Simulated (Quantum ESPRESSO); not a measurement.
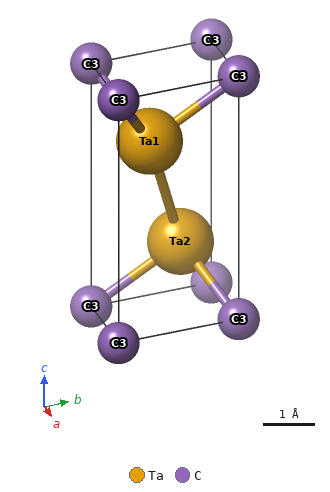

Figure 1. The structure as given in the input (ball-and-stick view of the cell of the calculation, seen slightly off an axis; atoms are numbered from 1 in the order of the input). Near neighbours in the crystal (not all of them lie inside the picture): Ta has 3 C at 2.18 Å and 12 Ta at 3.04 to 3.11 Å; C has 6 Ta at 2.18 Å.

Run report: Ta2C, geometry relaxation

- system: Ta2C (P-3m1, 3 atoms in the cell)
- method: Kohn-Sham DFT of a periodic cell, PBEsol, PseudoDojo 0.4 SR PBEsol stringent, no spin polarisation (Quantum ESPRESSO 7.5)

The structure derives from an entry of the Crystallography Open Database.

Input file
```python
import numpy as np
from ase.calculators.espresso import Espresso, EspressoProfile
import spglib
from ase import Atoms
from ase.io import read

atoms = read('Ta2C.cif')
cell, pos, num = spglib.standardize_cell((atoms.cell[:], atoms.get_scaled_positions(), atoms.numbers), to_primitive=True, symprec=1e-4)
atoms = Atoms(numbers=num, cell=cell, scaled_positions=pos, pbc=True)

input_data = {
    'control': {'calculation': 'scf', 'prefix': 'pwscf', 'outdir': './tmp', 'tprnfor': True, 'tstress': True, 'disk_io': 'low'},
    'system': {'ecutwfc': 132.0, 'nbnd': 39, 'occupations': 'smearing', 'smearing': 'mv', 'degauss': 0.00734986},
    'electrons': {'conv_thr': 6e-10, 'electron_maxstep': 120, 'mixing_beta': 0.5},
}
pseudopotentials = {'Ta': 'Ta.upf', 'C': 'C.upf'}
profile = EspressoProfile(command='pw.x', pseudo_dir='pseudo')
dft = Espresso(profile=profile, input_data=input_data, pseudopotentials=pseudopotentials, kpts=(4, 4, 2), koffset=(0, 0, 0))
atoms.calc = dft

from ase.optimize import BFGS
done = BFGS(atoms, trajectory='opt.traj').run(fmax=0.02, steps=30)
print('converged', done)
print(f'energy {atoms.get_potential_energy():.8f} eV')
print('forces (eV/A)')
print(np.round(atoms.get_forces(), 6))
print('stress (eV/A^3, Voigt)')
print(np.round(atoms.get_stress(), 8))
print(f'Fermi level {dft.get_fermi_level():.4f} eV')
```

File Ta2C.cif
```
data_Ta2C
_cell_length_a 3.10590000
_cell_length_b 3.10590000
_cell_length_c 4.94640000
_cell_angle_alpha 90.00000000
_cell_angle_beta 90.00000000
_cell_angle_gamma 120.00000000
_space_group_name_H-M_alt 'P-3m1'
_space_group_name_Hall '-P 3 2"'
_space_group_IT_number 164
loop_
_space_group_symop_operation_xyz
'x,y,z'
'-x,-y,-z'
'-y,x-y,z'
'y,-x+y,-z'
'-x+y,-x,z'
'x-y,x,-z'
'y,x,-z'
'-y,-x,z'
'x-y,-y,-z'
'-x+y,y,z'
'-x,-x+y,-z'
'x,x-y,z'
loop_
_atom_site_label
_atom_site_type_symbol
_atom_site_symmetry_multiplicity
_atom_site_Wyckoff_symbol
_atom_site_fract_x
_atom_site_fract_y
_atom_site_fract_z
_atom_site_occupancy
Ta1 Ta 2 d 0.6666666667 0.3333333333 0.7479900000 1
C1 C 1 a 0.0000000000 0.0000000000 0.0000000000 1
```

Hardware: 1 thread of INTEL XEON PLATINUM @ 2.10GHz (Emerald Rapids), 24 GiB of memory available, shared host.

Run as:
```bash
OMP_NUM_THREADS=1 python run.py
```

Log
```
Step          Energy          fmax
BFGS:    0   -17805.936791        0.214508
BFGS:    1   -17805.937881        0.093615
BFGS:    2   -17805.938130        0.000128
converged True
energy -17805.93812982 eV
forces (eV/A)
[[ 0.        0.        0.000128]
 [-0.       -0.       -0.000128]
 [ 0.       -0.        0.      ]]
stress (eV/A^3, Voigt)
[ 0.03235679  0.03235679  0.0228658  -0.         -0.          0.        ]
Fermi level 22.8667 eV
```

Trajectory as extended XYZ (Å, eV, eV/Å), 3 frames, from step=0 to step=2
```
3
Lattice="3.1059 0.0000 0.0000 -1.5530 2.6898 0.0000 0.0000 0.0000 4.9464" Properties=species:S:1:pos:R:3:forces:R:3 step=0 energy=-17805.93679
Ta    1.5530    0.8966    3.6999    0.0000   0.0000  -0.2145
Ta    0.0000    1.7932    1.2465    0.0000   0.0000   0.2145
C     0.0000    0.0000    0.0000    0.0000   0.0000   0.0000
3
Lattice="3.1059 0.0000 0.0000 -1.5530 2.6898 0.0000 0.0000 0.0000 4.9464" Properties=species:S:1:pos:R:3:forces:R:3 step=1 energy=-17805.93788
Ta    1.5530    0.8966    3.6968    0.0000   0.0000  -0.0936
Ta    0.0000    1.7932    1.2496    0.0000   0.0000   0.0936
C     0.0000    0.0000    0.0000    0.0000   0.0000   0.0000
3
Lattice="3.1059 0.0000 0.0000 -1.5530 2.6898 0.0000 0.0000 0.0000 4.9464" Properties=species:S:1:pos:R:3:forces:R:3 step=2 energy=-17805.93813
Ta    1.5530    0.8966    3.6944    0.0000   0.0000   0.0001
Ta    0.0000    1.7932    1.2520    0.0000   0.0000  -0.0001
C     0.0000    0.0000    0.0000    0.0000   0.0000   0.0000
```

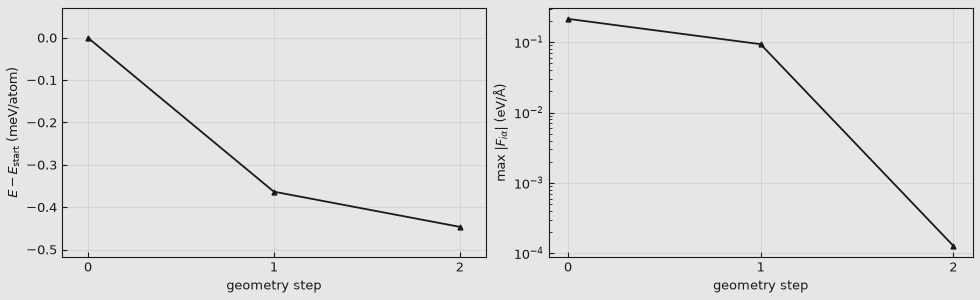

Figure 2. Progress of the relaxation, step by step (steps are counted from 0). The largest moves, 0.005 Å, are those of Ta1 and Ta2. C stays in place. The lattice vectors keep their values. Among the contacts that change: Ta1–Ta2 3.071 → 3.080 Å. The space group stays P-3m1 (No. 164). After 2 geometry steps the energy has fallen by 0.4 meV per atom. Largest force component: 0.21 eV/Å at the start, 0.00013 eV/Å at the end. (Atoms are counted from 1 in the order of the input.)

Summary

```json
{"quantity": "outcome", "value": "converged"}
{"quantity": "space group (tolerance 0.01 Å)", "value": "P-3m1 (164)"}
{"quantity": "electrons treated", "value": "58"}
{"quantity": "free energy", "value": "−17805.9397 eV"}
{"quantity": "Fermi energy", "value": "22.867 eV"}
{"quantity": "gap on the k-point mesh", "value": "none (metallic)"}
{"quantity": "pressure", "value": "−4.68 GPa"}
{"quantity": "final volume", "value": "41.32 Å³"}
{"quantity": "largest force (length of the vector) at the end", "value": "under 0.001 eV/Å"}
{"quantity": "final cell", "value": "a = 3.106 Å, b = 3.106 Å, c = 4.946 Å, α = 90.00°, β = 90.00°, γ = 120.00°"}
{"quantity": "wall time", "value": "77 s"}
{"quantity": "peak memory", "value": "0.16 GiB"}
```

Remarks

Further notes kept with the run: SCF correction compared to forces is large. Points of doubt noted for this run: coarse mesh. Spin–orbit coupling is left out, which matters for Ta. The k-point mesh is coarse for a cell of this size, so the results may not be converged.
